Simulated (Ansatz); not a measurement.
TiN

Input

```
crystal:
  lattice:
    - [0.0, 2.119, 2.119]
    - [2.119, 0.0, 2.119]
    - [2.119, 2.119, 0.0]
  atoms:
    - { symbol: Ti, position: [0.0, 0.0, 0.0] }
    - { symbol: "N", position: [0.5, 0.5, 0.5] }
basis:
  ecutwfc: 500
kpoints:
  mp_grid: { grid: [18, 18, 18] }
hamiltonian:
  xc: r2scan
scf:
  occupations: { method: gaussian, width: 0.1 }
output:
  forces: true
  stress: true
  eigenvalues: true
  write_density: true
  write_potential: true
  elf: true
  volumetric_format: npy
relax:
  adjacent_minimum: "off"
  f_tol: 0.005
  max_steps: 80
  cell: { stress_tol: 0.05 }
```

Run with:

```sh
ansatz run input.yaml --threads 2 --pin off --max-ram 5120MiB --backend cpu --events-out ev --progress --plain --runs-dir out
```

Below, planes, directions and counts refer to the conventional cell (a = 4.23 Å, b = 4.23 Å, c = 4.23 Å, α = 90.00°, β = 90.00°, γ = 90.00°).

The fields are those of the relaxed geometry.

Space group Fm-3m; computed without spin polarisation.

Theory: DFT r2SCAN, scalar-relativistic, plane waves, PAW (Ansatz).

The density is the valence pseudo-density of a PAW calculation; it isn't the true density close to the nuclei.

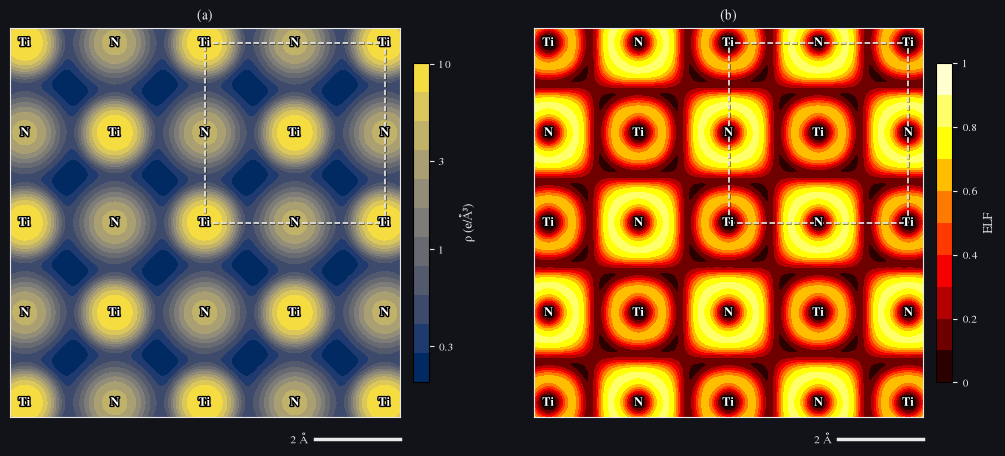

Figure 1. (a) valence charge density (pseudo); (b) electron localisation function on the (100) plane of the conventional cell.

### Describe what can be read from this map.

- The plane passes through Ti and N nuclei.
- Ti–N (2.12 Å): the density is about 0.51 e/Å³ at the midpoint; the ELF peaks at about 0.80 in the valence shell of N, 0.7 Å from its nucleus, and is about 0.20 at the midpoint (no shared electron pair shows on this line).
- Between the atoms the lowest density in this plane is 0.19 e/Å³.
- The features right at Ti lie inside the PAW spheres, where the map follows smoothed inner orbitals and isn't to be read closely.

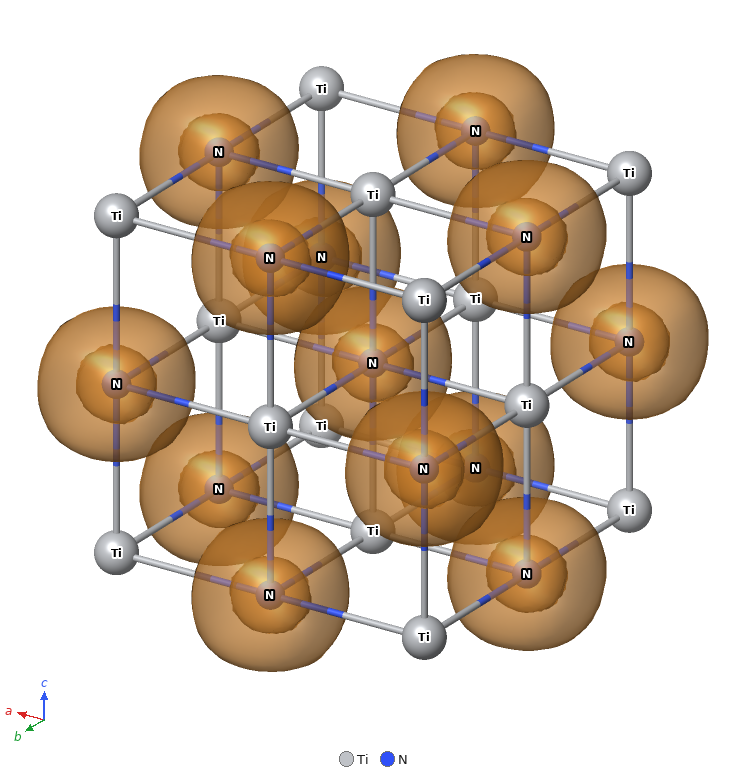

Figure 2. Isosurface of the electron localisation function at 0.7 (orange), seen at an oblique angle. Core shells and regions of very low density are left out. Sticks mark near contacts.

### Where are the electrons localised?

At this value the surface marks out four regions wrapped around N (the valence shell of each), counted in one cell of 8 atoms. Regions shared between cells count once.

### Does the calculation make it a metal, or give it a gap?

It is metallic or semimetallic at this level of theory: no gap opens; semilocal functionals without U, or without the true magnetic order, often close the gap of such compounds.
